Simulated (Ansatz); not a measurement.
# C7O16 (cell charge −4, with a compensating background) (cell with a defect): what the fields show

Input

```
crystal:
  lattice:
    - [-5.5911398134, 5.0266817924, 0.0]
    - [5.5911398134, 5.0266817924, 0.0]
    - [0.0, -5.0266817924, -6.7430433132]
  atoms:
    - { symbol: C, position: [0.5, 0.5, 0.0] }
    - { symbol: C, position: [0.0, 0.0, 0.0] }
    - { symbol: C, position: [0.0, 0.5, 0.0] }
    - { symbol: C, position: [1.0, 1.0, 0.5] }
    - { symbol: C, position: [1.0, 0.5, 0.5] }
    - { symbol: C, position: [0.5, 1.0, 0.5] }
    - { symbol: C, position: [0.5, 0.5, 0.5] }
    - { symbol: O, position: [0.6450518689, 0.6450518689, 0.1033812959] }
    - { symbol: O, position: [0.6450518689, 0.1450518689, 0.1033812959] }
    - { symbol: O, position: [0.1450518689, 0.6450518689, 0.1033812959] }
    - { symbol: O, position: [0.1450518689, 0.1450518689, 0.1033812959] }
    - { symbol: O, position: [0.3549481311, 0.3549481311, 0.8966187041] }
    - { symbol: O, position: [0.3549481311, 0.8549481311, 0.8966187041] }
    - { symbol: O, position: [0.8549481311, 0.3549481311, 0.8966187041] }
    - { symbol: O, position: [0.8549481311, 0.8549481311, 0.8966187041] }
    - { symbol: O, position: [0.958329427, 0.958329427, 0.6033812959] }
    - { symbol: O, position: [0.958329427, 0.458329427, 0.6033812959] }
    - { symbol: O, position: [0.458329427, 0.958329427, 0.6033812959] }
    - { symbol: O, position: [0.458329427, 0.458329427, 0.6033812959] }
    - { symbol: O, position: [0.041670573, 0.041670573, 0.3966187041] }
    - { symbol: O, position: [0.041670573, 0.541670573, 0.3966187041] }
    - { symbol: O, position: [0.541670573, 0.041670573, 0.3966187041] }
    - { symbol: O, position: [0.541670573, 0.541670573, 0.3966187041] }
total_charge: -4
basis:
  ecutwfc: 420
kpoints:
  mp_grid: { grid: [4, 4, 4] }
hamiltonian:
  xc: pbe
  dispersion: d3bj
scf:
  occupations: { method: gaussian, width: 0.05 }
output:
  forces: true
  stress: true
  eigenvalues: true
  write_density: true
  write_potential: true
  elf: true
  volumetric_format: npy
relax:
  adjacent_minimum: "off"
  f_tol: 0.02
  max_steps: 50
```

Run with:

```sh
ansatz run input.yaml --threads 4 --pin off --max-ram 9216MiB --backend cpu --events-out ev --progress --plain --runs-dir out
```

The fields are those of the relaxed geometry.

The calculation used DFT PBE+D3(BJ), scalar-relativistic, plane waves, PAW in Ansatz 0.2.0.

In a PAW calculation such maps are meaningful between the atoms, not at the nuclei.

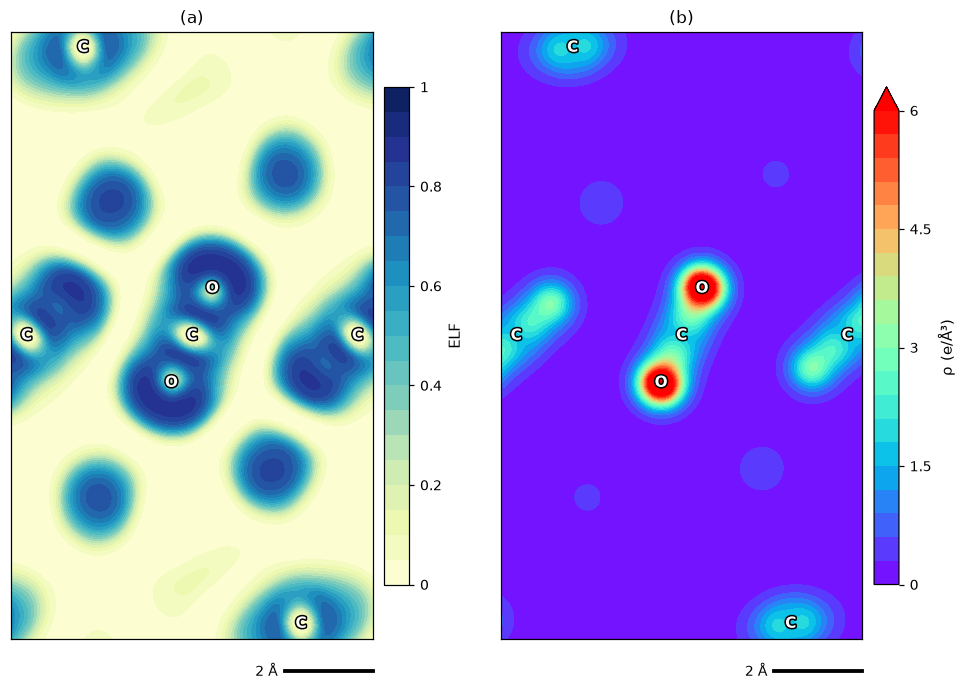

Figure 1. (a) electron localisation function; (b) valence charge density (pseudo) on the (011) plane of the calculation cell.

### Read the bonding off the picture.

- Atoms in the plane: C and O.
- Atoms just off the plane (O, 0.5 Å away) can leave unmarked features too.
- C–O (1.17 Å): ρ is about 3.6 e/Å³ halfway; the ELF peaks at about 0.85 between the atoms.
- Between the atoms the lowest density in this plane is 0.004 e/Å³.
- The ELF also peaks beside O, away from the bonds: lone-pair regions.

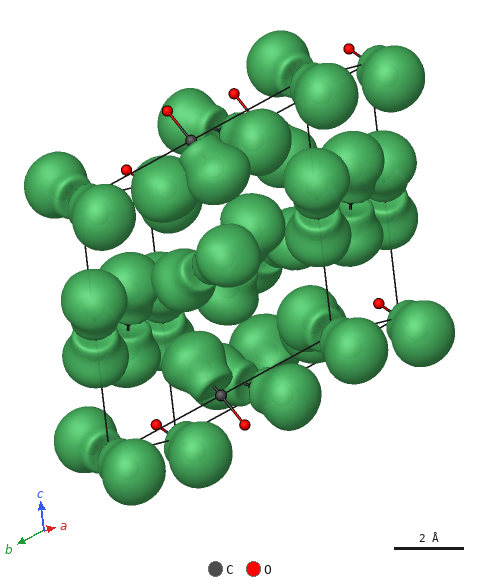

Figure 2. Isosurface of the electron localisation function at 0.65 (green), seen at an oblique angle. Only the valence region is drawn (cores and ρ < 0.01 e/Å³ removed). Sticks mark near contacts.

### Identify the bonds, lone pairs and shells in this picture.

The ELF exceeds this value in 14 regions on O in which the atom's valence shell and bonds are merged and two regions wrapped around O (the valence shell of each), counted in one cell of 23 atoms. Regions shared between cells count once.

### Does the calculation give a band gap?

It is metallic or semimetallic at this level of theory: no gap opens.
